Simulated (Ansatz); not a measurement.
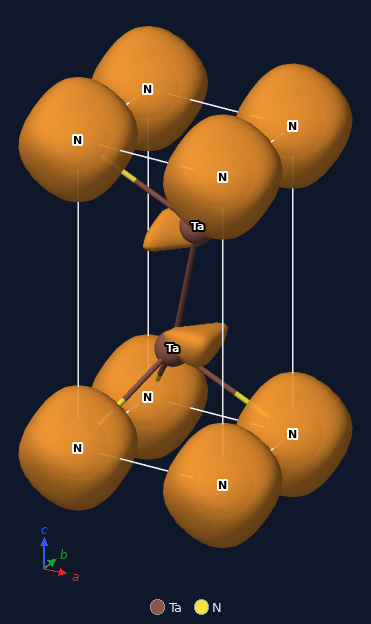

The picture shows: Ta2N. Isosurface of the ELF at 0.65 (orange), seen slightly off an axis. Core shells and regions of very low density are left out. Sticks mark near contacts.

Space group P-1; a point of a scan over the structure, not its minimum; a structure from a database of computed crystals, not necessarily the ambient phase; changed on purpose from its base cell (engineering shear strain xy -0.0700, normal strain along z -0.0525); computed pressure about 20 GPa in this cell; computed without spin polarisation; PAW files of the earlier set (soft_1).

Level of theory: DFT PBEsol, scalar-relativistic, plane waves, PAW in Ansatz 0.2.0.

> Describe the localisation domains.

The surface consists of one region wrapped around N (its valence shell) and two pockets between the atoms, centred on no nucleus (multi-centre or interstitial), counted in one cell of 3 atoms. Regions shared between cells count once.

Values along the shortest contacts:
Ta–N (2.08 Å): the ELF peaks at about 0.80 in the valence shell of N, 0.6 Å from its nucleus, and drops to about 0.20 between the two atoms (no localised pair shows between them). Ta–Ta (2.84 Å): the ELF is about 0.35 at the midpoint.
